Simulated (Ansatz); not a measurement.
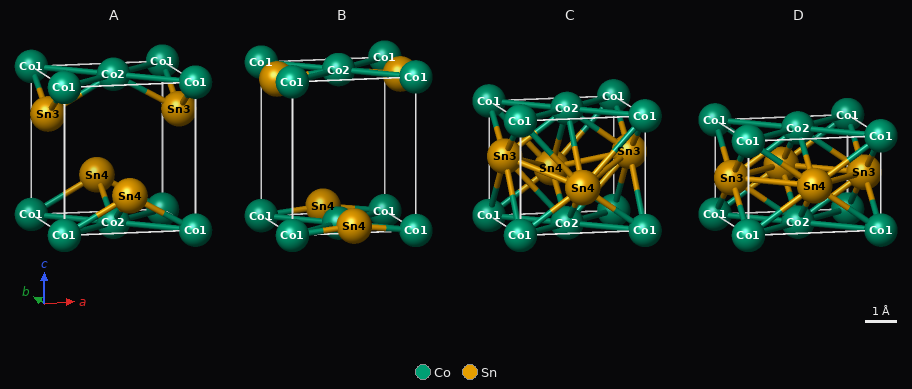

4 geometries from one relaxation of solid CoSn (a generated structure, set up in P4/nmm) (coarse preliminary run), in shuffled order. Style: ball-and-stick. Shown: the cell of the calculation, slightly off an axis.

Level of theory: Ansatz 0.2.0, DFT PBE, scalar-relativistic, plane waves, PAW. (plane-wave cutoff 420 eV; k-point mesh 4 × 4 × 4; occupations gaussian; smearing width 0.1 eV; collinear spin; cell and atoms relaxed; force threshold 0.04 eV/Å; at most 70 steps)

Order the frames from highest to lowest energy.

B, A, C, D. They are steps 0, 6, 12, 18, at +10.699 eV per cell of the calculation, +1.777 eV per cell of the calculation, +0.567 eV per cell of the calculation relative to the last. The largest moves relative to the cell, 1.41 Å, are those of Sn3 and Sn4. Sn3 goes along −c. Co stays in place. The volume changes by −29.3 %, with a = b 4.154 → 4.458 Å (+7.3 %), c 5.075 → 3.116 Å (−38.6 %). Near-neighbour distances that change, for instance: Co1–Sn3 5.273 → 2.722 Å, Sn3–Sn4 5.474 → 3.152 Å, Sn3–Sn3 5.075 → 3.116 Å, Co1–Sn3 (another image) 2.090 → 2.718 Å. Bond angles that change, for instance: Sn3–Co2–Sn3 167.5° → 110.2°, Co1–Sn4–Co1 167.5° → 110.2°, Sn3–Co2–Sn4 90.7° → 109.1°. The space group (tolerance 0.01 Å) goes from P4/nmm (No. 129) to P4/mmm (No. 123). After 17 accepted moves (18 points after the start) the energy has fallen by 10.699 eV per cell of the calculation. The largest force component goes from 3.6 to 0.01 eV/Å. The pressure goes from 68.84 to 0.21 GPa. At 1 point the geometry stayed and the basis and grid were re-selected for the new cell (energy shift of 3.5 meV per cell of the calculation at most each time). The program noted that the starting moments weren't kept. The run may lie on a higher electronic state than the lowest, so the end point isn't shown to be the ground-state structure.

Limits of the set-up: the k-point mesh is coarse for a cell with partly filled bands.
